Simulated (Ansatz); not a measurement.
Mo2S5 (slab)

```
CELL_PARAMETERS angstrom
3.12041 0.00000 0.00000
-1.56020 6.15233 0.00000
0.00000 0.00000 27.05283
ATOMIC_POSITIONS crystal
S 0.63943 0.27887 0.27724
S 0.89272 0.78544 0.32750
Mo 0.53216 0.06431 0.35178
S 0.17159 0.34318 0.37605
S 0.42488 0.84975 0.42632
Mo 0.06431 0.12862 0.45059
S 0.70374 0.40749 0.47487
S 0.95703 0.91406 0.52513
Mo 0.59647 0.19293 0.54941
S 0.23590 0.47180 0.57368
S 0.48919 0.97838 0.62395
Mo 0.12862 0.25724 0.64822
S 0.76806 0.53611 0.67250
S 0.02134 0.04269 0.72276
```

Not relaxed (largest force 1.5 eV/Å); computed without spin polarisation.

Computed with DFT PBEsol, scalar-relativistic, plane waves, PAW in Ansatz.

Q: What can the converged valence pseudo-density and electron localisation function tell about the bonding?

A: Mo–S (2.41 Å): ρ at the midpoint is about 0.61 e/Å³; the ELF peaks at about 0.85 in the valence shell of S, 0.8 Å from its nucleus, and is about 0.45 at the midpoint.

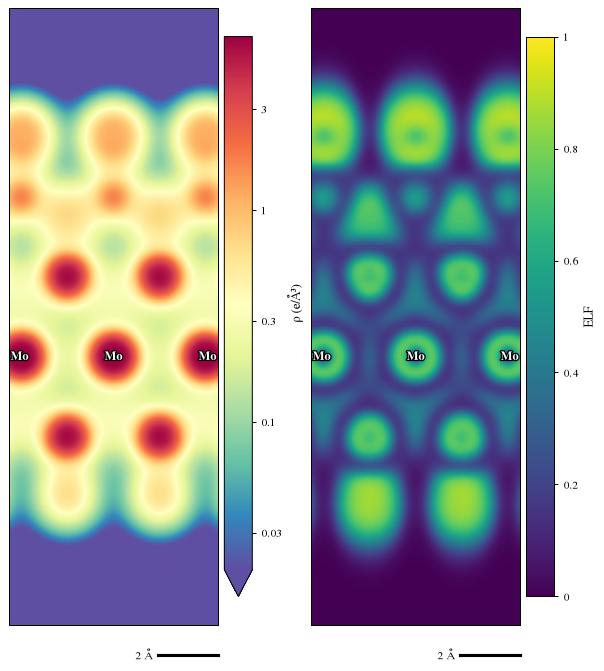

Computed valence pseudo-density and electron localisation function on the (010) plane of the calculation cell, a cut from vacuum to vacuum, in this order. Atoms just off the plane (S, 0.5 Å away and Mo, 0.4 Å away) can leave unmarked features too.

In a PAW calculation such maps are meaningful between the atoms, not at the nuclei.
